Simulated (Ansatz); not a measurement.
TiAl

```cif
data_structure
_symmetry_space_group_name_H-M 'P 1'
_symmetry_Int_Tables_number 1
_cell_length_a 3.1565
_cell_length_b 4.4639
_cell_length_c 8.9395
_cell_angle_alpha 92.384
_cell_angle_beta 91.685
_cell_angle_gamma 90.000
_cell_volume 125.80
loop_
_atom_site_label
_atom_site_type_symbol
_atom_site_fract_x
_atom_site_fract_y
_atom_site_fract_z
_atom_site_occupancy
Ti1 Ti 0.51041 0.76041 0.62500 1
Ti2 Ti 0.48959 0.23959 0.37500 1
Ti3 Ti 0.46876 0.71876 0.12500 1
Ti4 Ti 0.53124 0.28124 0.87500 1
Al1 Al 0.03124 0.78124 0.87500 1
Al2 Al 0.01041 0.26041 0.62500 1
Al3 Al 0.98959 0.73959 0.37500 1
Al4 Al 0.96876 0.21876 0.12500 1
```

Space group P-1; a structure from a database of computed crystals, not necessarily the ambient phase; not relaxed (largest force 0.4 eV/Å); computed without spin polarisation.

The calculation used DFT PBEsol, scalar-relativistic, plane waves, PAW in Ansatz.

In a PAW calculation such maps are meaningful between the atoms, not at the nuclei.

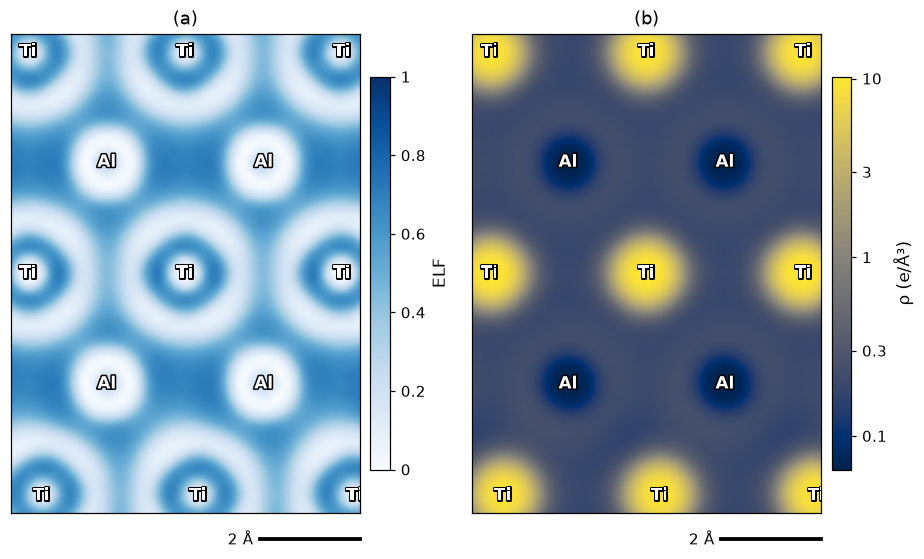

Figure 1. (a) electron localisation function; (b) valence electron density on the (010) plane of the conventional cell.

### Interpret the plot.

- Atoms in the plane: Ti and Al.
- Ti–Al (2.62 Å): ρ is about 0.24 e/Å³ halfway; the ELF is about 0.30 at the midpoint: no localised pair shows between them.
- Ti–Al (2.73 Å): the density is about 0.2 e/Å³ at the midpoint; the ELF is about 0.25 at the midpoint (no shared electron pair shows on this line).
- Ti–Al (2.92 Å): ρ at the midpoint is about 0.18 e/Å³; the ELF is about 0.30 at the midpoint.
- Between the atoms the lowest density in this plane is 0.17 e/Å³.
- The features right at Ti lie inside the PAW spheres, where the map follows smoothed inner orbitals and isn't to be read closely.

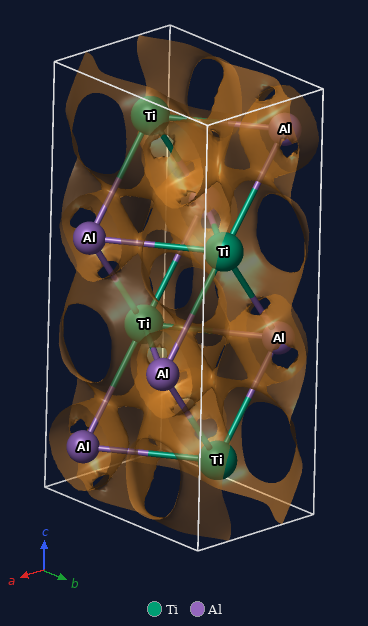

Figure 2. Isosurface of the ELF at 0.55 (orange), seen at an oblique angle. Core shells and regions of very low density are left out. Sticks mark near contacts.

### Describe the localisation domains.

The ELF exceeds this value in one network that runs through the whole crystal, counted in one cell of 8 atoms. Regions shared between cells count once. Along the contacts the grid gives the following. Ti–Ti (2.92 Å): the ELF is about 0.40 at the midpoint.

### Metal or insulator at this level of theory?

It is metallic or semimetallic at this level of theory: no gap opens.
